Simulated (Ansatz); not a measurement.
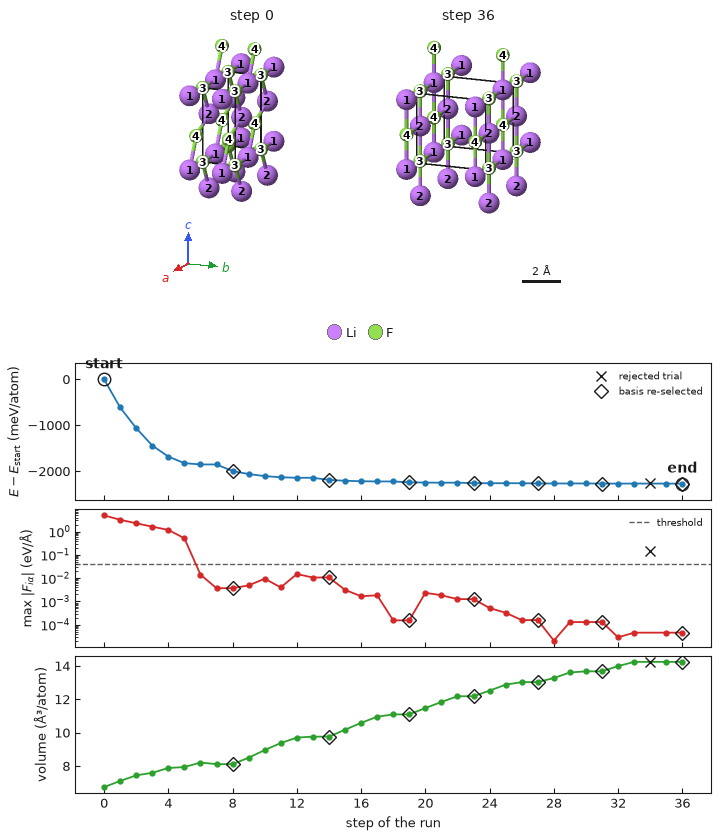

First and last geometry of a relaxation of a crystal of LiF (a generated structure, set up in Pm) (coarse preliminary run), with the history of the run. Style: ball-and-stick. Shown: the cell of the calculation, slightly off an axis.

These are results of DFT PBE, scalar-relativistic, plane waves, PAW in Ansatz 0.2.0, not measurements.

The input:
```yaml
crystal:
  lattice:
    - [3.5754853, 0.0, 0.0]
    - [0.0, 1.86173509, 0.0]
    - [0.0, 0.0, 4.05224843]
  atoms:
    - { symbol: Li, position: [0.5, 0.0, 0.0] }
    - { symbol: Li, position: [0.75, 0.0, 0.59543545] }
    - { symbol: F, position: [0.0, 0.0, 0.0] }
    - { symbol: F, position: [0.25, 0.0, 0.40456455] }
basis:
  ecutwfc: 420
kpoints:
  mp_grid: { grid: [6, 10, 4] }
hamiltonian:
  xc: pbe
scf:
  occupations: { method: gaussian, width: 0.1 }
  lower_state_search: "off"
output:
  forces: true
  stress: true
  eigenvalues: true
relax:
  adjacent_minimum: "off"
  f_tol: 0.04
  max_steps: 70
  cell: { stress_tol: 0.4 }
```

Run as
```bash
ansatz run input.yaml --threads 1 --pin off --max-ram 2560MiB --backend cpu --events-out ev --progress --plain --runs-dir out
```

Read the history and describe the run.

It converged. The largest moves relative to the cell, 0.60 Å, are those of Li2 and F4. Li2 goes along [3 0 −2]. Largest moves by element: Li 0.60 Å, F 0.60 Å. The drawn cell changes as follows: a 3.575 → 3.810 Å (+6.6 %), b 1.862 → 3.925 Å (+110.8 %), c 4.052 → 3.810 Å (−6.0 %); the volume changes by +111.3 %. Among the contacts that change: Li1–Li1 1.862 → 3.925 Å, Li1–Li2 1.867 → 2.694 Å, Li1–F4 2.573 → 1.905 Å, Li1–F3 1.788 → 1.905 Å. New bonds form: Li1–F4 (2.57 → 1.91 Å), Li2–F3 (2.57 → 1.91 Å). Among the angles between lasting bonds that change: F3–Li2–F4 142.0° → 90.0°, Li1–F4–Li2 142.0° → 90.0°, F4–Li2–F4 133.2° → 180.0°. The space group (tolerance 0.01 Å) goes from Pm (No. 6) to P4/mmm (No. 123). After 28 accepted moves (36 points after the start) the energy has fallen by 2269 meV per atom. Largest force component: 4.9 eV/Å at the start, under 0.0001 eV/Å at the end. Pressure: 78.64 GPa at the start and 0.10 GPa at the end. The line search rejected the trial step at point 34 of the run. The SCF was repeated 7 times at an unchanged geometry on a basis and grid sized afresh for the cell, which shifted the energy by 143 meV per atom at most.

| step | E − E(0), meV/atom | largest force component, eV/Å | pressure, GPa | volume, Å³/atom | note |
| --- | --- | --- | --- | --- | --- |
| 0 | 0.00 | 4.9285 | 78.64 | 6.744 |  |
| 1 | -611.46 | 3.1973 | 53.84 | 7.110 |  |
| 2 | -1061.22 | 2.2554 | 37.36 | 7.445 |  |
| 3 | -1438.72 | 1.6170 | 25.53 | 7.598 |  |
| 4 | -1680.16 | 1.1730 | 13.45 | 7.889 |  |
| 5 | -1822.27 | 0.5140 | 5.74 | 7.942 |  |
| 6 | -1850.08 | 0.0142 | -2.15 | 8.214 |  |
| 7 | -1851.17 | 0.0037 | 0.22 | 8.116 |  |
| 8 | -1993.92 | 0.0037 | 16.53 | 8.116 | same geometry, new basis |
| 9 | -2059.30 | 0.0049 | 12.20 | 8.504 |  |
| 10 | -2103.68 | 0.0095 | 7.75 | 8.961 |  |
| 11 | -2129.56 | 0.0040 | 3.48 | 9.383 |  |
| 13 | -2140.42 | 0.0107 | -0.07 | 9.765 |  |
| 14 | -2186.42 | 0.0107 | 5.04 | 9.765 | same geometry, new basis |
| 15 | -2204.76 | 0.0031 | 3.40 | 10.178 |  |
| 17 | -2220.05 | 0.0018 | 0.49 | 10.959 |  |
| 18 | -2220.23 | 0.0002 | 0.10 | 11.099 |  |
| 20 | -2244.63 | 0.0024 | 1.11 | 11.479 |  |
| 21 | -2247.30 | 0.0018 | 0.54 | 11.842 |  |
| 22 | -2246.66 | 0.0013 | 0.01 | 12.186 |  |
| 24 | -2258.73 | 0.0005 | 0.41 | 12.523 |  |
| 25 | -2258.80 | 0.0003 | 0.08 | 12.880 |  |
| 26 | -2258.15 | 0.0002 | -0.04 | 13.033 |  |
| 28 | -2264.38 | 0.0000 | 0.22 | 13.280 |  |
| 29 | -2263.91 | 0.0001 | 0.06 | 13.612 |  |
| 31 | -2266.95 | 0.0001 | 0.20 | 13.679 | same geometry, new basis |
| 32 | -2266.82 | 0.0000 | 0.08 | 13.991 |  |
| 33 | -2266.05 | 0.0000 | -0.03 | 14.247 |  |
| 35 | -2266.05 | 0.0000 | -0.03 | 14.247 |  |
| 36 | -2268.56 | 0.0000 | 0.10 | 14.247 | same geometry, new basis |
